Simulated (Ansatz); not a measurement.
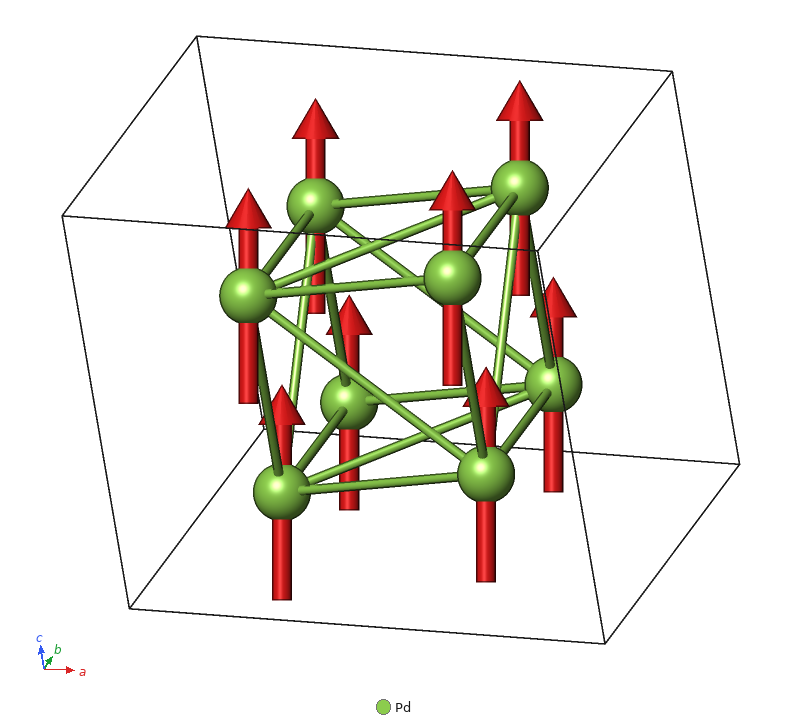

The figure gives a ball-and-stick picture of the atoms, viewed slightly off an axis. The simulation cell is outlined; an atom on or near a face, edge or corner is repeated at each equivalent position. Arrows are the site magnetic moments above 0.25 μB; longer means larger, and red and blue are up and down (without spin-orbit coupling the axis itself is arbitrary).

This is the state reached for Pd. Run with DFT PBE, scalar-relativistic, plane waves, PAW (Ansatz 0.2.0) and these settings: a plane-wave cutoff of 420 eV, k-point mesh 8×9×9, Gaussian smearing of 0.1 eV, collinear spins.

> Name the magnetic order and give the moments.

Ferromagnetic (within this cell). Site moments: 8 Pd +0.4 μB. The net spin moment of the whole cell is 2.9 μB.

Starting structure: a structure listed in the Materials Project, with elements exchanged, so it need not be a known form of the compound. It is drawn as it came out of a relaxation with DFT PBE, scalar-relativistic, plane waves, PAW in Ansatz.
